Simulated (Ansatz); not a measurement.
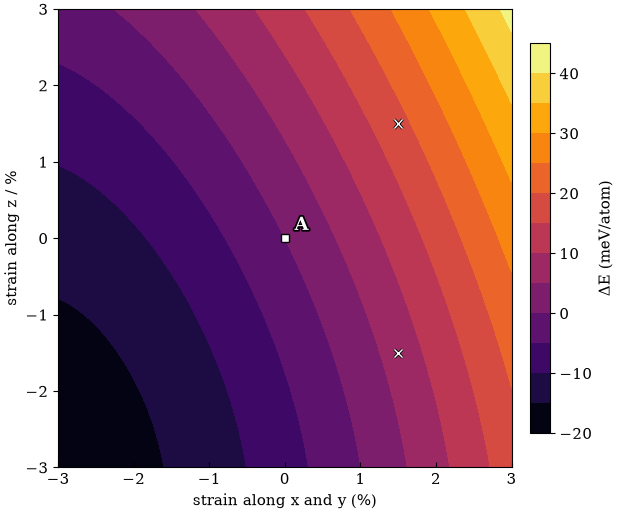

KBr (Fm-3m, No. 225; 2 atoms in the cell). The cell is strained homogeneously, by one strain along x and y and another along z, with fractional coordinates fixed (x, y and z along the cube axes). Coordinates scanned: (1) strain along x and y; (2) strain along z. The scan uses a 5 × 5 grid. At 2 points there is no value. Points are written as (first, second). All energies are given in meV/atom relative to the unstrained cell. The reference cell is the one listed in the database, not relaxed at this level. Computed with Ansatz 0.2.0, DFT LDA, scalar-relativistic, plane waves, PAW. Settings: cutoff 420 eV, k-mesh 6×6×6, gaussian smearing 0.05 eV, no spin polarisation.

Drawn: filled contours, crosses at grid points without a value, the point A. Between grid points the surface is interpolated.

Is A at rest? If not, where is it pushed?

A, at (0.0 %, 0.0 %), is not a stationary point. The computed force is 7 meV/atom for each 1 % towards smaller values of strain along x and y and 3.5 meV/atom for each 1 % towards smaller values of strain along z.
